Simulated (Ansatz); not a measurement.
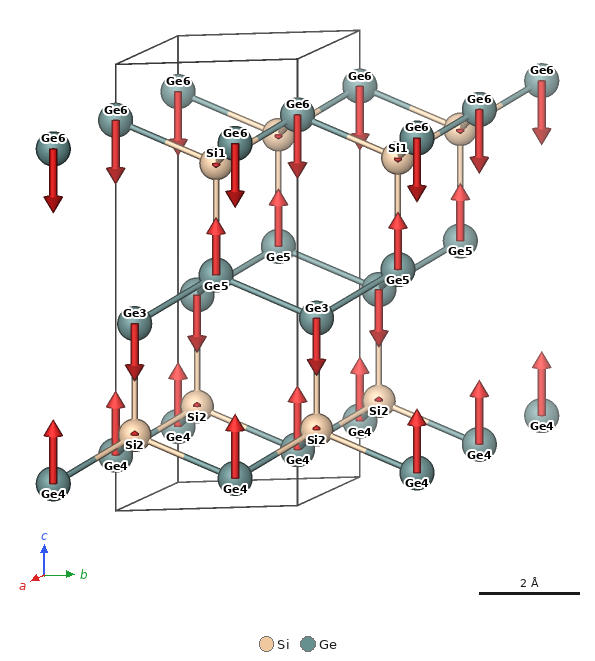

This is a relaxation of a crystal of SiGe2 (a generated structure, set up in P-3m1) (coarse preliminary run). The starting structure is drawn; red arrows show the displacements (the part carried along by the change of the cell is left out), 50 times their true length.

Style: ball-and-stick. Shown: the cell of the calculation, repeated 2 × 2 × 1 with one cell outlined, slightly off an axis.

Theory: Ansatz, DFT PBE, scalar-relativistic, plane waves, PAW. (plane-wave cutoff 420 eV; k-point mesh 6 × 6 × 2; occupations gaussian; smearing width 0.1 eV; no spin polarisation; cell and atoms relaxed; force threshold 0.04 eV/Å; at most 70 steps)

Question: Which element moves most?

Answer: Germanium: up to 0.026 Å, against 0.002 Å for silicon.

Question: Describe the change and its energy.

Answer: The largest moves relative to the cell, 0.026 Å, are those of Ge4 and Ge6. Ge6 goes along −c. Largest moves by element: Ge 0.026 Å, Si 0.002 Å. The volume changes by +25.7 %, with a = b 3.701 → 3.996 Å (+8.0 %), c 9.065 → 9.773 Å (+7.8 %). Among the contacts that change: Ge4–Ge6 2.266 → 2.496 Å, Ge3–Ge5 2.266 → 2.463 Å, Si1–Ge6 2.266 → 2.439 Å, Si1–Ge5 2.266 → 2.418 Å. The space group stays P-3m1 (No. 164). The energy falls by 319 meV per atom in 4 accepted moves (6 points after the start). Largest force component: 0.74 eV/Å at the start, 0.018 eV/Å at the end. Pressure: 26.91 GPa at the start and 0.02 GPa at the end. The SCF was repeated twice at an unchanged geometry on a basis and grid sized afresh for the cell, which shifted the energy by 3.5 meV per atom at most. Cost: 31 s on 1 thread of Arm Neoverse V1, with other jobs on the host, peak memory 0.39 GiB.
